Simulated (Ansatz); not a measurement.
## Run report: Ti, geometry relaxation

The run: geometry relaxation of Ti (Fm-3m, 1 atom in the cell). Method and program: DFT, PBE, plane waves, PAW (Ansatz 0.2.0).

The structure derives from an entry of the Crystallography Open Database.

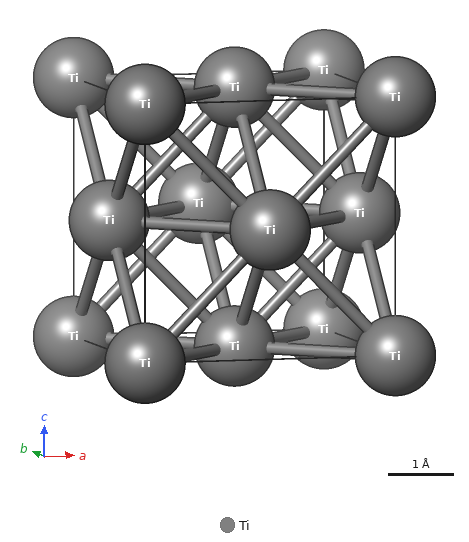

Figure 1. The structure as given in the input (ball-and-stick view of the cell 4 times as large as that of the calculation, set on its symmetry axes, seen slightly off an axis). An atom can appear more than once, as a periodic image.

Input file:
```yaml
crystal:
  lattice:
    - [0.0, 2.03, 2.03]
    - [2.03, 0.0, 2.03]
    - [2.03, 2.03, 0.0]
  atoms:
    - { symbol: Ti, position: [0.0, 0.0, 0.0], spin: 2.0 }
basis:
  ecutwfc: 420
kpoints:
  mp_grid: { grid: [18, 18, 18] }
hamiltonian:
  xc: pbe
scf:
  occupations: { method: gaussian, width: 0.1 }
  max_iter: 75
output:
  forces: true
  eigenvalues: true
  stress: true
relax:
  adjacent_minimum: "off"
  f_tol: 0.005
  max_steps: 80
  cell: { stress_tol: 0.05 }
```

Machine: 4 threads of Intel Xeon @ 2.50GHz (Skylake/Cascade Lake), 12 GiB of memory available, shared host.

Launched with:
```bash
ansatz run input.yaml --threads 4 --pin off --max-ram 10240MiB --backend cpu --events-out ev --progress --plain --runs-dir out
```

Output:
```
Error: inconsistent input (magnetization.spin_polarized): false but per-atom `spin:`, `per_species`, `initial_magnetization`, `magnetic_field`, or `spin_locking` is set
```

What the run reported:

| quantity | value |
| --- | --- |
| outcome | refused by the program |
| space group (tolerance 0.01 Å) | Fm-3m (225) |

This input holds a deliberate fault: a moment without spin polarisation (`magnetization` and `crystal.atoms[0].spin`). The program refused the input: “inconsistent input (magnetization.spin_polarized): false but per-atom `spin:`, `per_species`, `initial_magnetization`, `magnetic_field`, or `spin_locking` is set”
